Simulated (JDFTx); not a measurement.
Run report: ZrB₂, geometry relaxation (part 1 of 2)

- system: ZrB₂ (P6/mmm, 3 atoms in the cell)
- method: Kohn-Sham DFT of a periodic cell, RPBE, PseudoDojo-SR-PBE-0.5-standard, no spin polarisation (JDFTx 1.7.0 (patched build))

The structure derives from an entry of the Crystallography Open Database.

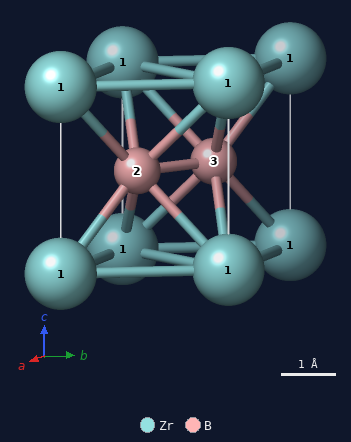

Figure 1. The structure as given in the input (ball-and-stick view of the cell of the calculation, seen slightly off an axis; atoms are numbered from 1 in the order of the input). Near neighbours in the crystal (not all of them lie inside the picture): Zr has 12 B at 2.54 Å and 6 Zr at 3.17 Å; B has 3 B at 1.83 Å and 6 Zr at 2.54 Å.

## Input
```
lattice Hexagonal 5.9904318151 6.6764023983
coords-type Lattice
ion Zr     0.0000000000     0.0000000000     0.0000000000 1
ion B      0.6666666667     0.3333333333     0.5000000000 1
ion B      0.3333333333     0.6666666667     0.5000000000 1

ion-species pseudo/Zr.upf
ion-species pseudo/B.upf
elec-cutoff 38 304
elec-ex-corr gga-x-rpbe gga-c-pbe
kpoint-folding 10 10 8
elec-smearing Fermi 0.0018374661
elec-n-bands 15
electronic-SCF nIterations 100 energyDiffThreshold 1e-09
electronic-minimize nIterations 30 energyDiffThreshold 1e-7
forces-output-coords Cartesian
lattice-minimize nIterations 40 energyDiffThreshold 1e-6

dump-name run.$VAR
dump End Ecomponents EigStats BandEigs Kpoints Forces Stress
```

Run as:
```bash
jdftx -c 1 -i ZrB2.in -o ZrB2.out
```

## What the program printed
```
*************** JDFTx 1.7.0 (patched build) ***************

Input parsed successfully to the following command list (including defaults):
[... the input with its defaults ...]

---------- Setting up symmetries ----------

Found 24 point-group symmetries of the bravais lattice
Found 24 space-group symmetries with basis
Applied RMS atom displacement 2.82392e-10 bohrs to make symmetries exact.

---------- Initializing the Grid ----------
R =
[      5.99043     -2.99522            0  ]
[            0      5.18787            0  ]
[            0            0       6.6764  ]
unit cell volume = 207.486
G =
[    1.04887   0.605565         -0  ]
[          0    1.21113          0  ]
[          0         -0   0.941103  ]
Minimum fftbox size, Smin = [  48  48  56  ]
Chosen fftbox size, S = [  48  48  56  ]

---------- Initializing tighter grid for wavefunction operations ----------
R =
[      5.99043     -2.99522            0  ]
[            0      5.18787            0  ]
[            0            0       6.6764  ]
unit cell volume = 207.486
G =
[    1.04887   0.605565         -0  ]
[          0    1.21113          0  ]
[          0         -0   0.941103  ]
Minimum fftbox size, Smin = [  36  36  40  ]
Chosen fftbox size, S = [  36  36  40  ]

---------- Exchange Correlation functional ----------
Initialized LibXC exchange functional 'Hammer, Hansen, and Norskov'
Initialized LibXC correlation functional 'Perdew, Burke & Ernzerhof'

---------- Setting up pseudopotentials ----------
Width of ionic core gaussian charges (only for fluid interactions / plotting) set to 0

Reading pseudopotential file 'pseudo/Zr.upf':
  'Zr' pseudopotential, 'PBE' functional
  Generated using ONCVPSP code by D. R. Hamann
  12 valence electrons, 4 orbitals, 6 projectors, 1001 radial grid points, with lMax = 2
    4S    l: 0   occupation:  2.0   eigenvalue: -2.003021
    4P    l: 1   occupation:  6.0   eigenvalue: -1.192945
    4D    l: 2   occupation:  2.0   eigenvalue: -0.132262
    5S    l: 0   occupation:  2.0   eigenvalue: -0.163149
  Core radius for overlap checks: 1.48 bohrs.

Reading pseudopotential file 'pseudo/B.upf':
  'B' pseudopotential, 'PBE' functional
  Generated using ONCVPSP code by D. R. Hamann
  3 valence electrons, 2 orbitals, 4 projectors, 1001 radial grid points, with lMax = 1
    2S    l: 0   occupation:  2.0   eigenvalue: -0.347027
    2P    l: 1   occupation:  1.0   eigenvalue: -0.132548
  Core radius for overlap checks: 1.18 bohrs.

Initialized 2 species with 3 total atoms.

Folded 1 k-points by 10x10x8 to 800 k-points.

---------- Setting up k-points, bands, fillings ----------
Reduced to 70 k-points under symmetry.
Computing the number of bands and number of electrons
Calculating initial fillings.
nElectrons:  18.000000   nBands: 15   nStates: 70

----- Setting up reduced wavefunction bases (one per k-point) -----
average nbasis = 2320.776 , ideal nbasis = 2321.447

---------- Setting up ewald sum ----------
Optimum gaussian width for ewald sums = 1.966616 bohr.
Real space sum over 1089 unit cells with max indices [  5  5  4  ]
Reciprocal space sum over 2535 terms with max indices [  6  6  7  ]

---------- Allocating electronic variables ----------
Initializing wave functions:  linear combination of atomic orbitals
Zr pseudo-atom occupations:   s ( 2 2 )  p ( 6 )  d ( 2 )
B pseudo-atom occupations:   s ( 2 )  p ( 1 )
	FillingsUpdate:  mu: +0.567784671  nElectrons: 18.000000
LCAOMinimize: Iter:   0  F: -53.0495418971963844  |grad|_K:  2.917e-03  alpha:  1.000e+00
	FillingsUpdate:  mu: +0.588638402  nElectrons: 18.000000
LCAOMinimize: Iter:   1  F: -53.0933615760194542  |grad|_K:  6.892e-04  alpha:  3.200e-01  linmin: -3.588e-01  cgtest:  9.397e-01
LCAOMinimize: Encountered beta<0, resetting CG.
[... 8 lines of inner loops ...]
LCAOMinimize: Iter:   5  F: -53.0957904200248691  |grad|_K:  1.827e-07  alpha:  8.835e-01  linmin: -3.428e-04  cgtest:  1.139e-02
	FillingsUpdate:  mu: +0.595368303  nElectrons: 18.000000
LCAOMinimize: Iter:   6  F: -53.0957904203849509  |grad|_K:  2.135e-08  alpha:  8.544e-01  linmin: -6.585e-03  cgtest:  1.401e-02
LCAOMinimize: Converged (|Delta F|<1.000000e-06 for 2 iters).

--------- Lattice Minimization ---------

-------- Electronic minimization -----------
Will mix electronic density at each iteration.
	FillingsUpdate:  mu: +0.595368303  nElectrons: 18.000000
	FillingsUpdate:  mu: +0.584808109  nElectrons: 18.000000
SCF: Cycle:  0   F: -53.148486066438075   dF: -5.270e-02   |Residual|: 2.539e-02   |deigs|: 1.982e-02
	FillingsUpdate:  mu: +0.583107111  nElectrons: 18.000000
SCF: Cycle:  1   F: -53.149357771297474   dF: -8.717e-04   |Residual|: 1.371e-02   |deigs|: 3.962e-03
	FillingsUpdate:  mu: +0.582231471  nElectrons: 18.000000
SCF: Cycle:  2   F: -53.149427702495139   dF: -6.993e-05   |Residual|: 2.883e-03   |deigs|: 2.014e-03
	FillingsUpdate:  mu: +0.582292589  nElectrons: 18.000000
SCF: Cycle:  3   F: -53.149434860622037   dF: -7.158e-06   |Residual|: 7.338e-04   |deigs|: 3.555e-04
	FillingsUpdate:  mu: +0.582275836  nElectrons: 18.000000
SCF: Cycle:  4   F: -53.149435861773775   dF: -1.001e-06   |Residual|: 2.330e-04   |deigs|: 2.492e-04
	FillingsUpdate:  mu: +0.582293672  nElectrons: 18.000000
SCF: Cycle:  5   F: -53.149436201891547   dF: -3.401e-07   |Residual|: 6.368e-05   |deigs|: 1.569e-04
	FillingsUpdate:  mu: +0.582291914  nElectrons: 18.000000
SCF: Cycle:  6   F: -53.149436305509710   dF: -1.036e-07   |Residual|: 1.723e-05   |deigs|: 1.126e-04
	FillingsUpdate:  mu: +0.582291743  nElectrons: 18.000000
SCF: Cycle:  7   F: -53.149436343534092   dF: -3.802e-08   |Residual|: 7.649e-06   |deigs|: 2.814e-04
	FillingsUpdate:  mu: +0.582291510  nElectrons: 18.000000
SCF: Cycle:  8   F: -53.149436355027760   dF: -1.149e-08   |Residual|: 3.994e-06   |deigs|: 1.272e-04
	FillingsUpdate:  mu: +0.582291575  nElectrons: 18.000000
SCF: Cycle:  9   F: -53.149436359706336   dF: -4.679e-09   |Residual|: 3.807e-06   |deigs|: 1.002e-04
	FillingsUpdate:  mu: +0.582291568  nElectrons: 18.000000
SCF: Cycle: 10   F: -53.149436361128409   dF: -1.422e-09   |Residual|: 3.348e-06   |deigs|: 1.681e-04
	FillingsUpdate:  mu: +0.582291567  nElectrons: 18.000000
SCF: Cycle: 11   F: -53.149436361775962   dF: -6.476e-10   |Residual|: 4.226e-06   |deigs|: 1.281e-04
	FillingsUpdate:  mu: +0.582291570  nElectrons: 18.000000
SCF: Cycle: 12   F: -53.149436361960298   dF: -1.843e-10   |Residual|: 4.504e-06   |deigs|: 1.164e-04
SCF: Converged (|Delta E|<1.000000e-09 for 2 iters).

Setting wave functions to eigenvectors of Hamiltonian
# Lattice vectors:
R =
[      5.99043     -2.99522            0  ]
[            0      5.18787            0  ]
[            0            0       6.6764  ]
unit cell volume = 207.486

# Strain tensor in Cartesian coordinates:
[            0            0            0  ]
[            0            0            0  ]
[            0            0            0  ]

# Stress tensor in Cartesian coordinates [Eh/a0^3]:
[ -7.26724e-05            0            0  ]
[            0 -7.26724e-05            0  ]
[            0            0 -0.000132534  ]

# Ionic positions in lattice coordinates:
ion Zr   0.000000000000000   0.000000000000000   0.000000000000000 1
ion B   0.666666666666667   0.333333333333333   0.500000000000000 1
ion B   0.333333333333333   0.666666666666667   0.500000000000000 1

# Forces in Cartesian coordinates:
force Zr  -0.000000000000000   0.000000000000000   0.000000000000000 1
force B  -0.000000000000000  -0.000000000000000   0.000000000000000 1
force B   0.000000000000000   0.000000000000000   0.000000000000000 1

# Energy components:
   Eewald =      -48.2953939843094346
       EH =        6.2030085218985791
     Eloc =      -25.9521908711199210
      Enl =        5.3881981500049916
      Exc =      -12.5890212960219596
 Exc_core =        3.4816827125685590
       KE =       18.6143847232144317
-------------------------------------
     Etot =      -53.1493320437647583
       TS =        0.0001043181955370
-------------------------------------
        F =      -53.1494363619602979

LatticeMinimize: Iter:   0  F: -53.149436361960298  |grad|_K:  5.878e-03

#--- Lowdin population analysis ---
# oxidation-state Zr +0.742
# oxidation-state B -0.356 -0.356

-------- Electronic minimization -----------
Will mix electronic density at each iteration.
	FillingsUpdate:  mu: +0.582291570  nElectrons: 18.000000
	FillingsUpdate:  mu: +0.581279537  nElectrons: 18.000000
SCF: Cycle:  0   F: -53.149468279643905   dF: -1.672e-06   |Residual|: 2.773e-04   |deigs|: 1.097e-04
	FillingsUpdate:  mu: +0.581306416  nElectrons: 18.000000
SCF: Cycle:  1   F: -53.149468532686754   dF: -2.530e-07   |Residual|: 8.340e-05   |deigs|: 1.050e-04
	FillingsUpdate:  mu: +0.581312950  nElectrons: 18.000000
SCF: Cycle:  2   F: -53.149468548526876   dF: -1.584e-08   |Residual|: 3.120e-05   |deigs|: 7.323e-05
	FillingsUpdate:  mu: +0.581312013  nElectrons: 18.000000
SCF: Cycle:  3   F: -53.149468550057584   dF: -1.531e-09   |Residual|: 7.127e-06   |deigs|: 6.992e-05
	FillingsUpdate:  mu: +0.581312068  nElectrons: 18.000000
SCF: Cycle:  4   F: -53.149468550484478   dF: -4.269e-10   |Residual|: 3.066e-06   |deigs|: 1.729e-04
	FillingsUpdate:  mu: +0.581311881  nElectrons: 18.000000
SCF: Cycle:  5   F: -53.149468550616248   dF: -1.318e-10   |Residual|: 6.487e-07   |deigs|: 5.761e-05
SCF: Converged (|Delta E|<1.000000e-09 for 2 iters).

Setting wave functions to eigenvectors of Hamiltonian
# Lattice vectors:
R =
[      5.99301      -2.9965            0  ]
[            0       5.1901            0  ]
[            0            0      6.68164  ]
unit cell volume = 207.828

# Strain tensor in Cartesian coordinates:
[  0.000430229            0            0  ]
[            0  0.000430229            0  ]
[            0            0  0.000784617  ]

# Stress tensor in Cartesian coordinates [Eh/a0^3]:
[ -6.02309e-05            0            0  ]
[            0 -6.02309e-05            0  ]
[            0            0 -0.000117067  ]

# Ionic positions in lattice coordinates:
ion Zr  -0.000000000000000  -0.000000000000000   0.000000000000000 1
ion B   0.666666666666667   0.333333333333333   0.500000000000000 1
ion B   0.333333333333333   0.666666666666667   0.500000000000000 1

# Forces in Cartesian coordinates:
force Zr  -0.000000000000000  -0.000000000000000   0.000000000000000 1
force B   0.000000000000000  -0.000000000000000   0.000000000000000 1
force B   0.000000000000000   0.000000000000000  -0.000000000000000 1

# Energy components:
   Eewald =      -48.2687994223814201
       EH =        6.2108244936723498
     Eloc =      -25.9826016988729407
      Enl =        5.3881417706855910
      Exc =      -12.5870979624097430
 Exc_core =        3.4816826912498091
       KE =       18.6084857976025333
-------------------------------------
     Etot =      -53.1493643304538139
       TS =        0.0001042201624368
-------------------------------------
        F =      -53.1494685506162483

LatticeMinimize: Iter:   1  F: -53.149468550616248  |grad|_K:  5.082e-03  alpha:  1.000e+00  linmin: -9.995e-01

#--- Lowdin population analysis ---
# oxidation-state Zr +0.743
# oxidation-state B -0.356 -0.356

-------- Electronic minimization -----------
Will mix electronic density at each iteration.
	FillingsUpdate:  mu: +0.581311881  nElectrons: 18.000000
	FillingsUpdate:  mu: +0.575357214  nElectrons: 18.000000
SCF: Cycle:  0   F: -53.149555967955990   dF: -5.828e-05   |Residual|: 1.774e-03   |deigs|: 7.530e-05
	FillingsUpdate:  mu: +0.575526289  nElectrons: 18.000000
SCF: Cycle:  1   F: -53.149564857415854   dF: -8.889e-06   |Residual|: 4.943e-04   |deigs|: 3.850e-04
	FillingsUpdate:  mu: +0.575561800  nElectrons: 18.000000
SCF: Cycle:  2   F: -53.149565262172217   dF: -4.048e-07   |Residual|: 1.816e-04   |deigs|: 8.684e-05
	FillingsUpdate:  mu: +0.575552840  nElectrons: 18.000000
SCF: Cycle:  3   F: -53.149565294523335   dF: -3.235e-08   |Residual|: 4.462e-05   |deigs|: 2.752e-05
	FillingsUpdate:  mu: +0.575555327  nElectrons: 18.000000
SCF: Cycle:  4   F: -53.149565301978598   dF: -7.455e-09   |Residual|: 1.444e-05   |deigs|: 2.386e-05
	FillingsUpdate:  mu: +0.575554266  nElectrons: 18.000000
SCF: Cycle:  5   F: -53.149565303983522   dF: -2.005e-09   |Residual|: 1.892e-06   |deigs|: 1.415e-05
	FillingsUpdate:  mu: +0.575554251  nElectrons: 18.000000
SCF: Cycle:  6   F: -53.149565304589210   dF: -6.057e-10   |Residual|: 2.218e-06   |deigs|: 1.989e-05
	FillingsUpdate:  mu: +0.575553885  nElectrons: 18.000000
SCF: Cycle:  7   F: -53.149565304789810   dF: -2.006e-10   |Residual|: 7.416e-07   |deigs|: 1.662e-05
SCF: Converged (|Delta E|<1.000000e-09 for 2 iters).

Setting wave functions to eigenvectors of Hamiltonian
# Lattice vectors:
R =
[      6.00767     -3.00383            0  ]
[            0      5.20279            0  ]
[            0            0      6.71385  ]
unit cell volume = 209.853

# Strain tensor in Cartesian coordinates:
[   0.00287755            0            0  ]
[            0   0.00287755            0  ]
[            0            0   0.00560893  ]

# Stress tensor in Cartesian coordinates [Eh/a0^3]:
[  1.01941e-05            0            0  ]
[            0  1.01941e-05            0  ]
[            0            0 -2.61479e-05  ]

# Ionic positions in lattice coordinates:
ion Zr  -0.000000000000000  -0.000000000000000  -0.000000000000000 1
ion B   0.666666666666667   0.333333333333333   0.500000000000000 1
ion B   0.333333333333333   0.666666666666667   0.500000000000000 1

# Forces in Cartesian coordinates:
force Zr   0.000000000000000  -0.000000000000000   0.000000000000000 1
force B   0.000000000000000   0.000000000000000   0.000000000000000 1
force B  -0.000000000000000  -0.000000000000000  -0.000000000000000 1

# Energy components:
   Eewald =      -48.1121879333188005
       EH =        6.2569599558263063
     Eloc =      -26.1619378163360494
      Enl =        5.3878285774235843
      Exc =      -12.5758330858568659
 Exc_core =        3.4816826296072776
       KE =       18.5740259726210510
-------------------------------------
     Etot =      -53.1494617000335055
       TS =        0.0001036047563026
-------------------------------------
        F =      -53.1495653047898102

LatticeMinimize: Iter:   2  F: -53.149565304789810  |grad|_K:  1.058e-03  alpha:  1.000e+00  linmin: -4.299e-01

#--- Lowdin population analysis ---
# oxidation-state Zr +0.748
# oxidation-state B -0.359 -0.359
```
